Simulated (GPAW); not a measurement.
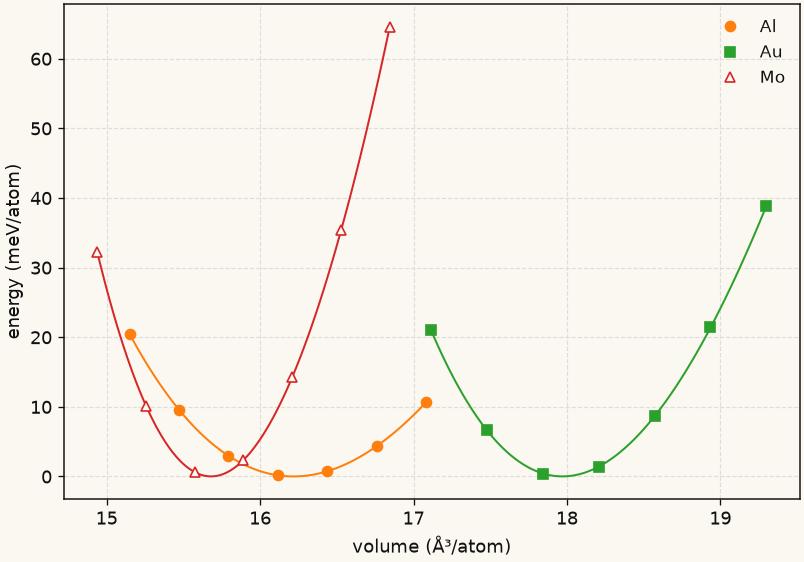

The figure shows the energy against volume, with one curve for each element, for Al, Au and Mo (all in space group Im-3m (No. 229)).

Calculation (GPAW 26.7.0): PAW DFT in plane waves, on a grid or in atomic orbitals, no spin polarisation; energies at scaled volumes of the given cell, shape and fractions fixed, counted from the fit's minimum, third-order Birch-Murnaghan fit. Level: r2SCAN.

```
       setting                                 value
   occupations                           Fermi–Dirac
smearing width                               0.05 eV
    potentials  GPAW PAW data sets (gpaw data 1.2.1)
   wave cutoff                                600 eV
```

Settings that differ: Al: k mesh 12×12×12; Au: k mesh 11×11×11; Mo: k mesh 12×12×12.

Order the curves by fitted equilibrium volume, smallest first.

Mo 15.680, Al 16.217, Au 17.970 Å³/atom.

Order the curves by fitted bulk modulus, smallest first.

Al 81.8, Au 148.2, Mo 270.7 GPa.

Note: spin-orbit coupling left out, heavy elements (Au).
